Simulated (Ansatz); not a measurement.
C

```yaml
crystal:
  lattice:
    - [3.17668, 0.00000, 0.00000]
    - [0.00000, 3.17668, 0.00000]
    - [0.00000, 0.00000, 3.17668]
  atoms:
    - { symbol: C, position: [0.00000, 0.00000, 0.00000] }
    - { symbol: C, position: [0.50000, 0.50000, 0.00000] }
    - { symbol: C, position: [0.50000, 0.00000, 0.50000] }
    - { symbol: C, position: [0.00000, 0.50000, 0.50000] }
```

Space group Fm-3m; set up as C, fcc; a generated structure, not necessarily the stable one; changed on purpose from its base cell (volume × 1.08); computed pressure about −10 GPa in this cell.

Level of theory: DFT, r2SCAN, plane waves (500 eV) with PAW, scalar-relativistic (Ansatz 0.2.0).

Predict the valence pseudo-density and electron localisation function between the atoms.

Answer. C–C (2.25 Å): ρ is about 0.35 e/Å³ halfway; the ELF peaks at about 0.80 in the valence shell of C, 0.6 Å from its nucleus, and drops to about 0.30 between the two atoms.

Does the calculation make it a metal, or give it a gap?

Answer. It is metallic or semimetallic at this level of theory: no gap opens.

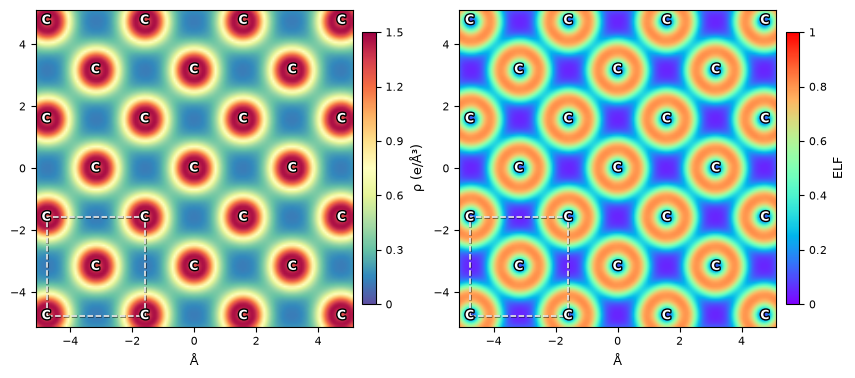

Computed valence pseudo-density and electron localisation function on the (010) plane of the conventional cell, in this order. 

The density is the valence pseudo-density of a PAW calculation; it isn't the true density close to the nuclei.
